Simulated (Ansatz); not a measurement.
# SnGe15: single-point calculation

- system: SnGe15 (16 atoms in the cell)
- method: DFT PBEsol, scalar-relativistic, plane waves, PAW, no spin polarisation (Ansatz 0.2.0)

The structure was built on a prototype by a generator; it need not be a known phase.

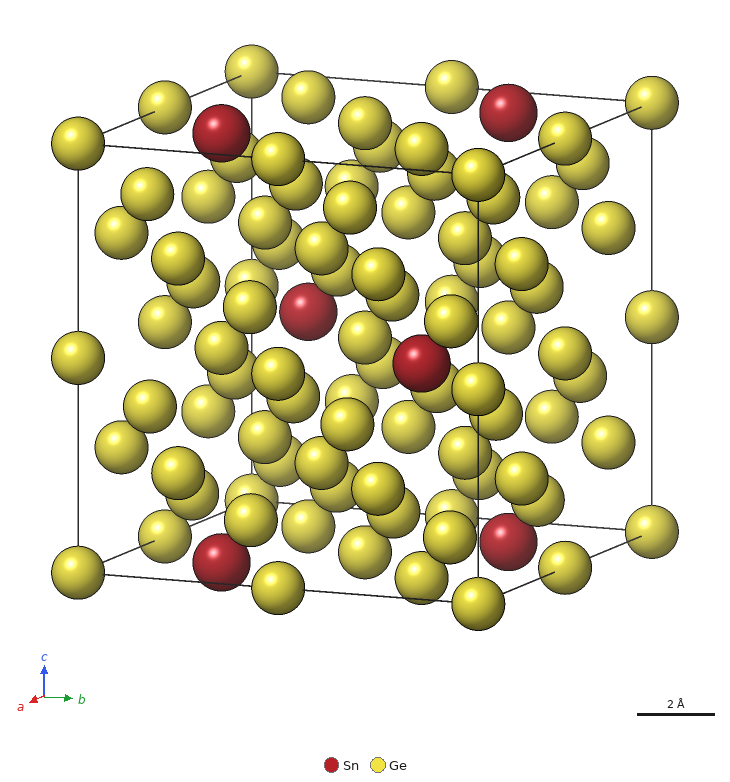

The structure (spheres-only view of the cell 4 times as large as that of the calculation, set on its symmetry axes, seen slightly off an axis).

**Results in brief**

- outcome: converged
- space group (tolerance 0.01 Å): F-43m (216)
- electrons treated: 224
- free energy: −69751.8956 eV
- Fermi energy: 8.228 eV
- gap on the k-point mesh: none (metallic)
- pressure: 0.00 GPa
- largest force (length of the vector): 0.002 eV/Å
- hardware: 4 threads of Intel Xeon @ 2.70GHz, 189 GiB of memory available, shared host
- wall time: 25 s (CPU time 94 s)
- peak memory: 1.5 GiB

**The input**
```yaml
crystal:
  lattice:
    - [0.0, 5.7351008533, -5.7351008533]
    - [5.7351008533, 5.7351008533, 0.0]
    - [5.7351008533, 0.0, -5.7351008533]
  atoms:
    - { symbol: Sn, position: [0.5, 0.0, 0.5] }
    - { symbol: Ge, position: [0.4997806325, 0.5002193675, 0.4997806325] }
    - { symbol: Ge, position: [0.0002193675, -0.0002193675, 0.4997806325] }
    - { symbol: Ge, position: [0.0002193675, 0.5002193675, 0.4997806325] }
    - { symbol: Ge, position: [0.4997806325, -0.0002193675, 0.0002193675] }
    - { symbol: Ge, position: [0.4997806325, 0.5002193675, 0.0002193675] }
    - { symbol: Ge, position: [0.0002193675, -0.0002193675, 0.0002193675] }
    - { symbol: Ge, position: [0.0, 0.5, 0.0] }
    - { symbol: Ge, position: [0.3705270109, 0.3884189672, 0.3705270109] }
    - { symbol: Ge, position: [0.3705270109, 0.8705270109, 0.3705270109] }
    - { symbol: Ge, position: [0.8751711943, 0.3751711943, 0.3744864171] }
    - { symbol: Ge, position: [0.8884189672, 0.8705270109, 0.3705270109] }
    - { symbol: Ge, position: [0.3744864171, 0.3751711943, 0.8751711943] }
    - { symbol: Ge, position: [0.3705270109, 0.8705270109, 0.8884189672] }
    - { symbol: Ge, position: [0.8751711943, 0.3751711943, 0.8751711943] }
    - { symbol: Ge, position: [0.8751711943, 0.8744864171, 0.8751711943] }
basis:
  ecutwfc: 420
kpoints:
  mp_grid: { grid: [6, 6, 6] }
  band_path: { path: [[0.0, 0.0, 0.0], [0.05, 0.0, 0.0]], npoints: 1 }
hamiltonian:
  xc: pbesol
scf:
  occupations: { method: gaussian, width: 0.1 }
  n_extra_bands: 11
output:
  forces: true
  stress: true
  eigenvalues: true
```

Command:
```bash
ansatz run input.yaml --threads 4 --pin off --max-ram 10240MiB --backend cpu --events-out ev --progress --plain --runs-dir out
```

**Output**
```
scf.n_extra_bands = 11 over 112 filled bands (N_el = 224.0): the run solves 123 bands
Engine: ansatz 0.2.0, x86_64-unknown-linux-gnu
Pseudopotentials: kind: paw
Pseudopotential: Sn, paw, valence charge 14, recommended cutoff 420 eV (normal), Sn.paw.azcp
Pseudopotential: Ge, paw, valence charge 14, recommended cutoff 420 eV (normal), Ge.paw.azcp
Functional definition: PBEsol
  exchange = pbesol_x
  correlation = pbesol_c
Crystal: 16 atoms, lattice volume = 377.271 Å³
Basis set: ecut = 420 eV, 7391 PW (Γ), exchange–correlation on 120×120×120 points (8 copies of the dense FFT grid, shifted against one another)
Bands: 123, of which v1, the nominal top of the filled ones, is band 112 counted from 1 (111 counted from 0)
Symmetry: 24 space group operations
Space group: F-43m (ITA 216), of the structure as read, at distance tolerance 7.2e-5 Å
k-points: 16 of 216 (time reversal used)
Non-local potential: Sn, projectors of the file, l = 0: 2, l = 1: 2, l = 2: 2, l = 3: 2
Non-local potential: Ge, projectors of the file, l = 0: 2, l = 1: 2, l = 2: 3, l = 3: 1
PAW form: soft (Blöchl's): semilocal exchange-correlation on the pseudo side does not see the compensation charge
PAW frozen core: Sn, regenerated for the run's functional, and the local potential with it (the file was generated under x = pbe(κ = 0.804, μ = 0.2195149727645171), c = pbe(β = 0.06672455060314922))
PAW frozen core: Ge, regenerated for the run's functional, and the local potential with it (the file was generated under x = pbe(κ = 0.804, μ = 0.2195149727645171), c = pbe(β = 0.06672455060314922))
PAW one-centre angular grid: Sn, 590 points (default); XC on 64 Gauss nodes
PAW one-centre angular grid: Ge, 590 points (default); XC on 64 Gauss nodes
Initial density: superposition of atomic densities (neutral atoms: chi_scale 0, normalization atom), corrected by the library's trained network
Initial wavefunctions: pseudopotential atomic-orbital guess
Functional: x = pbesol(κ = 0.804, μ = 0.12345679012345678), c = pbesol(β = 0.046)
SCF iter   1: F=—  HF=-69751.915730 eV  |F-HF|=—  |Δ(HF+E_count)|=         —  Δρ=2.78e-3  dr2=4.72e-2  ethr=1.77e-3  ⟨swp⟩=5.8  Hψ=7183  notcnv=0
preconditioner: auto → Resta (q_TF=auto, 2.501 Å⁻¹)  ε∞=2.9  [insulator: Δε(μ)=0.100 eV  Ē_g=20.920 eV  σ=0.100 eV  W_gap=0.52  n_scr=112 (ndim 8)  ℏωp=28.6 eV  f_vac=0.080  D(μ)=0.97/eV (n_scr^D=0)  ε∞_Penn≈2.9]
SCF iter   2: F=—  HF=-69751.896202 eV  |F-HF|=—  |Δ(HF+E_count)|=   1.95e-2  Δρ=1.68e-3  dr2=1.37e-2  ethr=2.11e-5  ⟨swp⟩=2.0  Hψ=2503  notcnv=0
SCF iter   3: F=—  HF=-69751.896049 eV  |F-HF|=—  |Δ(HF+E_count)|=   1.53e-4  Δρ=5.63e-4  dr2=1.18e-3  ethr=6.10e-6  ⟨swp⟩=2.0  Hψ=3707  notcnv=0
SCF iter   4: F=—  HF=-69751.895487 eV  |F-HF|=—  |Δ(HF+E_count)|=   5.62e-4  Δρ=1.78e-4  dr2=2.06e-4  ethr=5.27e-7  ⟨swp⟩=2.0  Hψ=3707  notcnv=0
SCF iter   5: F=—  HF=-69751.895586 eV  |F-HF|=—  |Δ(HF+E_count)|=   9.86e-5  Δρ=6.87e-5  dr2=2.26e-5  ethr=9.22e-8  ⟨swp⟩=2.0  Hψ=3683  notcnv=0
SCF iter   6: F=—  HF=-69751.895565 eV  |F-HF|=—  |Δ(HF+E_count)|=   2.12e-5  Δρ=2.29e-5  dr2=1.95e-6  ethr=1.01e-8  ⟨swp⟩=2.0  Hψ=3708  notcnv=0
SCF iter   7: F=—  HF=-69751.895565 eV  |F-HF|=—  |Δ(HF+E_count)|=   7.55e-8  Δρ=6.24e-6  dr2=1.14e-7  ethr=8.71e-10  ⟨swp⟩=2.0  Hψ=3708  notcnv=0
SCF iter   8: F=-69751.895565 eV  HF=-69751.895565 eV  |F-HF|=5.68e-10  |Δ(HF+E_count)|=   8.73e-8  Δρ=2.12e-6  dr2=1.32e-8  ethr=4.46e-11  ⟨swp⟩=8.5  Hψ=7867  notcnv=0
SCF 1 converged in 8 iterations: F = -69751.895565 eV  dr2 = 1.32e-8
  greatest PAW one-centre occupation: 0.998 electrons in one spin orbital (limit 2), on the Ge atom at site 13 (counted from 0), in its partial waves of l = 2
```

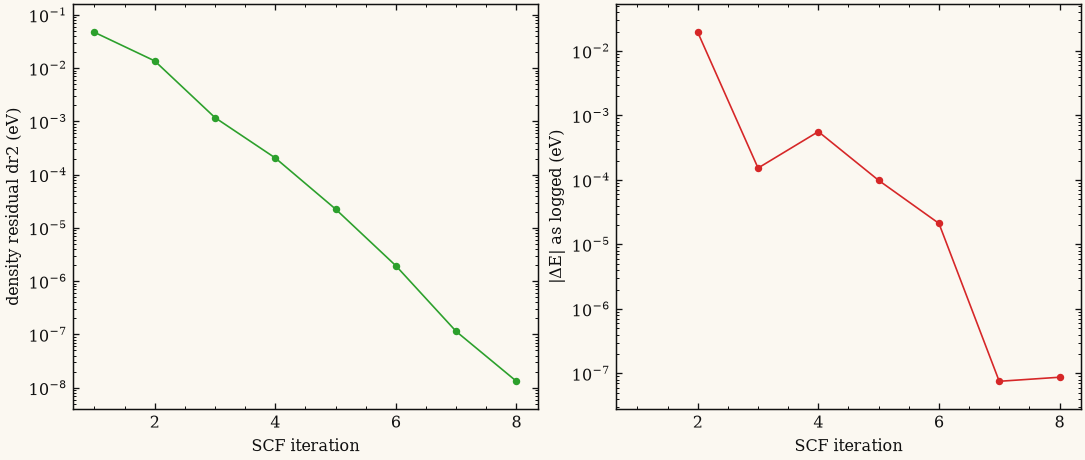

Convergence of the self-consistent field: density residual dr2 and size of the energy change against the SCF iteration. The residual falls at every step.

```
NSCF: frozen V_eff on 2 k-points
SCF converged after 8 iterations
Free energy (F): -69751.895565 eV
Harris-Foulkes:  -69751.895565 eV  (|F-HF|=5.68e-10)
Internal energy: -69751.890447 eV  (E = F + TS)
E sigma→0 (E₀):  -69751.893006 eV
Entropy (-TS):   -0.005118 eV (-0.320 meV/atom)
Fermi energy:    8.227778 eV
--- Per-component energies (eV) ---
  E_band       = -2422.610709
  E_kinetic    = 1859.435297
  E_local      = -38462.859967  (includes V_loc(G=0)·N_el)
  E_nonlocal   = 6269.837268
  E_hartree    = 17015.722909
  E_xc         = -1502.355484
  E_vxc        = -1066.208081  (∫ρ·V_xc dr)
  E_paw        = -33752.124236  (= ΣΔE_a)
  E_vpaw       = -5054.255797  (= ΣTr[D̂ρ^β])
  E_aug_tail   = 0.004836  (compensation charges beyond the density's cutoff)
  E_ewald      = -21193.604953
  E_core_change = 14.053883  (= ΣΔE_core)
  E_smearing   = -0.005118  (= −TS)
  E_closure    = -0.000000  (closes the sum)
  Σ components = -69751.895565   (vs F -69751.895565, Δ=0.00e0)
--- Forces (eV/Å), atoms counted from 1 ---
  atom   1  Sn    -0.00000000    -0.00000000     0.00000000
  atom   2  Ge    -0.00000000    -0.00000000     0.00155876
  atom   3  Ge    -0.00155876    -0.00000000     0.00000000
  atom   4  Ge    -0.00000000     0.00155876    -0.00000000
  atom   5  Ge    -0.00000000    -0.00155876     0.00000000
  atom   6  Ge     0.00155876    -0.00000000    -0.00000000
  atom   7  Ge    -0.00000000    -0.00000000    -0.00155876
  atom   8  Ge    -0.00000000    -0.00000000     0.00000000
  atom   9  Ge    -0.00009157    -0.00009157    -0.00009157
  atom  10  Ge     0.00009157     0.00009157    -0.00009157
  atom  11  Ge    -0.00064181     0.00064181     0.00064181
  atom  12  Ge     0.00009157    -0.00009157     0.00009157
  atom  13  Ge     0.00064181    -0.00064181     0.00064181
  atom  14  Ge    -0.00009157     0.00009157     0.00009157
  atom  15  Ge     0.00064181     0.00064181    -0.00064181
  atom  16  Ge    -0.00064181    -0.00064181    -0.00064181
  max |Σ_I F_I| component: 6.01e-17 eV/Å
--- Stress (GPa, compression-positive) ---
       -0.001855      -0.000000      -0.000000
        0.000000      -0.001855      -0.000000
       -0.000000      -0.000000      -0.001855
  P = ⅓ Tr σ = -0.0019 GPa (-0.019 kbar)
--- Band table (eV; the first three rows and the last of 16) ---
  k-point 0: bands = ["-16.6268", "-16.6268", "-16.6268", "-16.6189", "-16.6189", "-16.6189", "-16.5977", "-16.5977", "-16.5957", "-16.5957", "-16.5957", "-16.5684", "-16.5656", "-16.5656", "-16.5656", "-16.5533", "-16.5533", "-16.5439", "-16.5439", "-16.5439", "-16.5365", "-16.5365", "-16.5365", "-16.5083", "-16.5083", "-16.5083", "-16.5058", "-16.5058", "-16.4928", "-16.4896", "-16.4896", "-16.4896", "-16.4601", "-16.4601", "-16.4398", "-16.4253", "-16.4253", "-16.4253", "-16.4087", "-16.4087", "-16.4087", "-16.3982", "-16.3982", "-16.3966", "-16.3832", "-16.3832", "-16.3832", "-16.3789", "-16.3789", "-16.3548", "-16.3548", "-16.3548", "-16.3318", "-16.3318", "-16.3318", "-16.3107", "-16.3107", "-16.3107", "-16.2950", "-16.2950", "-16.2950", "-16.2943", "-16.2943", "-16.2938", "-16.2774", "-16.2774", "-16.2774", "-16.2548", "-16.2548", "-16.2548", "-16.2532", "-16.2532", "-16.2193", "-16.2193", "-16.2193", "-13.0480", "-13.0480", "-13.0480", "-13.0051", "-13.0051", "-4.3202", "-2.3510", "-2.3510", "-2.3510", "-2.1316", "-0.6180", "-0.6180", "-0.5747", "-0.5747", "-0.5747", "-0.1396", "0.7598", "0.7598", "0.7598", "0.9020", "5.2078", "5.2078", "5.2078", "5.2665", "5.2665", "5.2665", "6.7154", "6.7154", "6.8208", "6.8208", "6.8208", "7.0389", "7.0389", "7.0389", "7.8181", "8.1825", "8.1825", "8.1825", "8.2925", "8.2925", "8.2925", "8.5522", "8.9033", "8.9033", "8.9033", "8.9881", "8.9881", "9.1482"]
  k-point 1: bands = ["-16.6304", "-16.6283", "-16.6283", "-16.6203", "-16.6203", "-16.6190", "-16.6010", "-16.6010", "-16.5964", "-16.5952", "-16.5952", "-16.5682", "-16.5682", "-16.5665", "-16.5664", "-16.5527", "-16.5527", "-16.5441", "-16.5395", "-16.5395", "-16.5334", "-16.5334", "-16.5306", "-16.5078", "-16.5078", "-16.5059", "-16.4989", "-16.4989", "-16.4908", "-16.4880", "-16.4875", "-16.4875", "-16.4607", "-16.4607", "-16.4437", "-16.4250", "-16.4250", "-16.4223", "-16.4174", "-16.4126", "-16.4126", "-16.4021", "-16.4021", "-16.3969", "-16.3863", "-16.3863", "-16.3852", "-16.3791", "-16.3791", "-16.3550", "-16.3550", "-16.3519", "-16.3339", "-16.3339", "-16.3329", "-16.3114", "-16.3100", "-16.3100", "-16.2954", "-16.2954", "-16.2944", "-16.2938", "-16.2938", "-16.2923", "-16.2774", "-16.2761", "-16.2761", "-16.2540", "-16.2538", "-16.2538", "-16.2519", "-16.2519", "-16.2194", "-16.2193", "-16.2193", "-13.0480", "-13.0480", "-13.0480", "-13.0051", "-13.0051", "-4.2383", "-2.5821", "-2.3090", "-2.3090", "-2.1297", "-1.1498", "-1.1498", "-0.9189", "0.0117", "0.0117", "0.2464", "0.8160", "0.8160", "0.9169", "1.2632", "4.9631", "4.9631", "4.9905", "5.2848", "5.3311", "5.3311", "6.0563", "6.0563", "6.2084", "6.6571", "6.6821", "6.6821", "6.7484", "6.9998", "6.9998", "8.1274", "8.1274", "8.2951", "8.8146", "8.9019", "8.9019", "8.9565", "9.0341", "9.0341", "9.3366", "9.5319", "9.5319", "9.6953"]
  k-point 2: bands = ["-16.6365", "-16.6321", "-16.6321", "-16.6217", "-16.6217", "-16.6191", "-16.6047", "-16.6047", "-16.5979", "-16.5968", "-16.5968", "-16.5719", "-16.5719", "-16.5682", "-16.5639", "-16.5509", "-16.5509", "-16.5445", "-16.5337", "-16.5337", "-16.5268", "-16.5268", "-16.5184", "-16.5073", "-16.5073", "-16.5009", "-16.4876", "-16.4850", "-16.4850", "-16.4804", "-16.4781", "-16.4781", "-16.4614", "-16.4614", "-16.4501", "-16.4378", "-16.4284", "-16.4284", "-16.4236", "-16.4236", "-16.4182", "-16.4087", "-16.4087", "-16.3989", "-16.3916", "-16.3916", "-16.3877", "-16.3797", "-16.3797", "-16.3560", "-16.3560", "-16.3478", "-16.3365", "-16.3365", "-16.3348", "-16.3122", "-16.3088", "-16.3088", "-16.2964", "-16.2964", "-16.2932", "-16.2930", "-16.2930", "-16.2898", "-16.2774", "-16.2741", "-16.2741", "-16.2526", "-16.2518", "-16.2518", "-16.2494", "-16.2494", "-16.2196", "-16.2193", "-16.2193", "-13.0481", "-13.0480", "-13.0480", "-13.0051", "-13.0051", "-3.9962", "-3.0931", "-2.1782", "-2.1782", "-2.0489", "-1.6040", "-1.6040", "-1.3106", "0.5649", "0.5649", "0.6885", "0.9300", "0.9300", "1.1601", "2.2645", "4.5749", "4.5749", "4.5848", "4.9832", "5.1218", "5.1218", "5.4379", "5.5089", "5.5533", "5.5533", "6.2770", "6.3444", "6.3444", "7.1196", "7.1196", "7.7885", "7.7885", "8.4479", "8.9353", "9.2040", "9.2040", "9.2790", "9.7151", "9.7151", "9.9397", "10.7597", "10.7851", "10.7851"]
  k-point 15: bands = ["-16.6405", "-16.6366", "-16.6332", "-16.6290", "-16.6231", "-16.6199", "-16.6088", "-16.6031", "-16.6025", "-16.6012", "-16.5976", "-16.5785", "-16.5725", "-16.5722", "-16.5652", "-16.5505", "-16.5388", "-16.5384", "-16.5350", "-16.5245", "-16.5158", "-16.5139", "-16.5093", "-16.4978", "-16.4977", "-16.4909", "-16.4901", "-16.4865", "-16.4850", "-16.4712", "-16.4630", "-16.4622", "-16.4585", "-16.4580", "-16.4504", "-16.4460", "-16.4448", "-16.4347", "-16.4312", "-16.4279", "-16.4221", "-16.4204", "-16.4175", "-16.4119", "-16.4036", "-16.3953", "-16.3932", "-16.3854", "-16.3803", "-16.3555", "-16.3537", "-16.3460", "-16.3386", "-16.3357", "-16.3347", "-16.3155", "-16.3100", "-16.3089", "-16.2977", "-16.2974", "-16.2927", "-16.2918", "-16.2904", "-16.2874", "-16.2746", "-16.2726", "-16.2717", "-16.2516", "-16.2503", "-16.2489", "-16.2479", "-16.2457", "-16.2199", "-16.2193", "-16.2190", "-13.0481", "-13.0480", "-13.0480", "-13.0051", "-13.0051", "-3.3104", "-3.2069", "-3.0108", "-2.8557", "-1.9466", "-1.8062", "-1.2468", "-1.0480", "0.2276", "0.3881", "0.9676", "1.1272", "2.4796", "2.6008", "3.1692", "3.3505", "4.0541", "4.0765", "4.1110", "4.1859", "5.0479", "5.0484", "5.1626", "5.1658", "5.7863", "5.8270", "6.0191", "6.0816", "6.4556", "6.5134", "6.8557", "6.9192", "9.8028", "9.8486", "10.3038", "10.3408", "10.5825", "10.5948", "10.8855", "11.0795", "11.1751", "11.1923", "11.4521"]
```

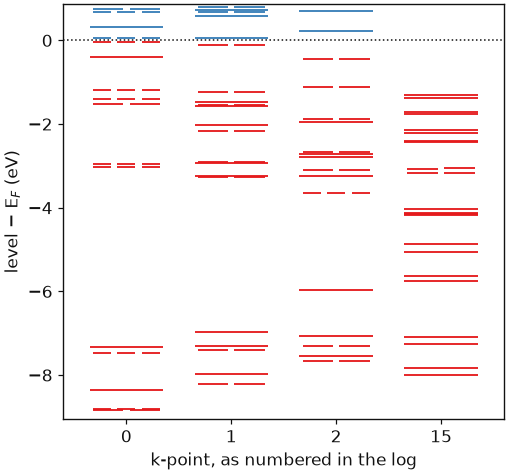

Kohn–Sham levels near the Fermi level (dotted) at the few k-points that the log prints; levels within 0.02 eV of each other stand side by side. The system is metallic on the full mesh.
